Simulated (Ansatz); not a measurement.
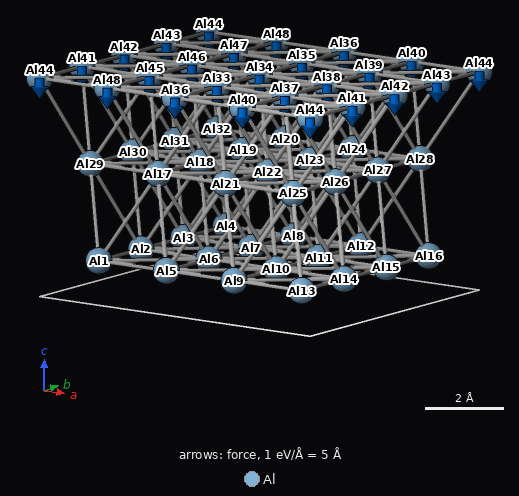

Starting geometry of a slab of composition Al (cut from the Fm-3m phase) with the computed forces as blue arrows. A ball-and-stick model of the cell of the calculation, outlined in the plane, without the vacuum, seen slightly off an axis.

Case: clean slab, lower planes held. The slab is the (1 1 1) face of Al. 16 atoms are held fixed.

Theory: DFT PBE, scalar-relativistic, plane waves, PAW in Ansatz 0.2.0. (plane-wave cutoff 420 eV; k-point mesh 2 × 2 × 1; occupations gaussian; smearing width 0.1 eV; no spin polarisation; dipole correction; atoms relaxed in a fixed cell; force threshold 0.03 eV/Å; at most 70 steps)

Question: What follows when this structure is relaxed?

Answer: It isn't relaxed: the largest force vector, on Al atoms, is 0.11 eV/Å. The atoms end up moving mostly along the starting forces (cosine between the two patterns 0.90). Over 1 accepted move (2 points after the start) the energy falls by 43.4 meV per cell of the calculation. Largest force component: 0.11 eV/Å at the start, 0.004 eV/Å at the end. The line search rejected the trial step at point 1 of the run. The largest moves, 0.050 Å, are those of 16 atoms (Al33, Al34, Al35, Al36 and others). Al33 goes along the normal (−c). The lattice vectors keep their values. Near-neighbour distances that change, for instance: Al10–Al21 2.857 → 2.838 Å. The run took 120 s on 4 threads of Intel(R) Xeon(R) Processor @ 2.50GHz (Skylake/Cascade Lake) (shared host), peak memory 3.5 GiB.
